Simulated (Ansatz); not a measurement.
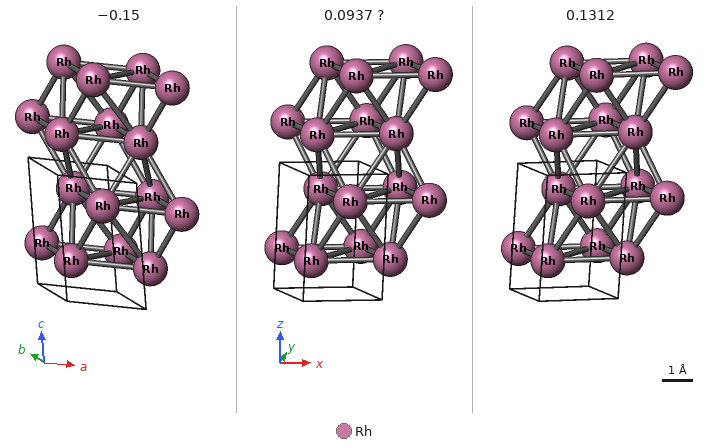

A scan of solid Rh (P6_3/mmc): the cell is strained in shear in the xz plane, with the atoms kept at their fractional coordinates. x, y and z are the Cartesian axes of the input. The picture is a ball-and-stick view of the cell of the calculation, repeated 2 × 2 × 2 with one cell outlined, seen slightly off an axis.

Method: Ansatz 0.2.0, DFT PBEsol, scalar-relativistic, plane waves, PAW. Set-up: plane-wave cutoff 420 eV; k-point mesh 24 × 24 × 14; occupations gaussian; smearing width 0.15 eV; no spin polarisation. Energies (free energies at the smearing named) are counted from the relaxed crystal.

```tsv
engineering shear strain	ΔE (meV/atom)
−0.1500	82.9
−0.0750	20.3
0.0000	0.0
0.0187	1.3
0.0375	5.1
0.0562	11.4
0.0937	?
0.1125	46.0
0.1312	62.9
```

Fill in the missing row.

Answer. A straight line between the two neighbours gives 34.4 meV/atom. A cubic through the four nearest rows (0.0375, 0.0562, 0.1125, 0.1312) gives, with Lagrange weights, (−0.2012)(5.1) + (0.5018)(11.4) + (1.0009)(46.0) + (−0.3015)(62.9) = 31.8 meV/atom. The calculation gives 31.8 meV/atom, so the cubic is right to the digits shown and the straight line 2.6 meV/atom too high, as the curve bends upwards here.

The whole profile:

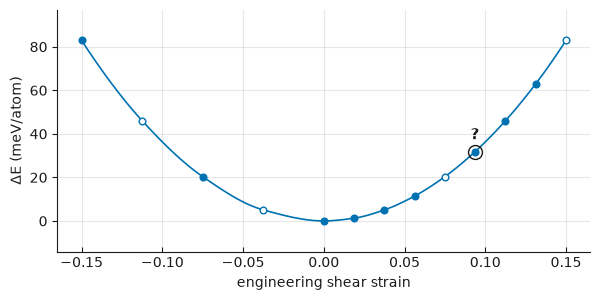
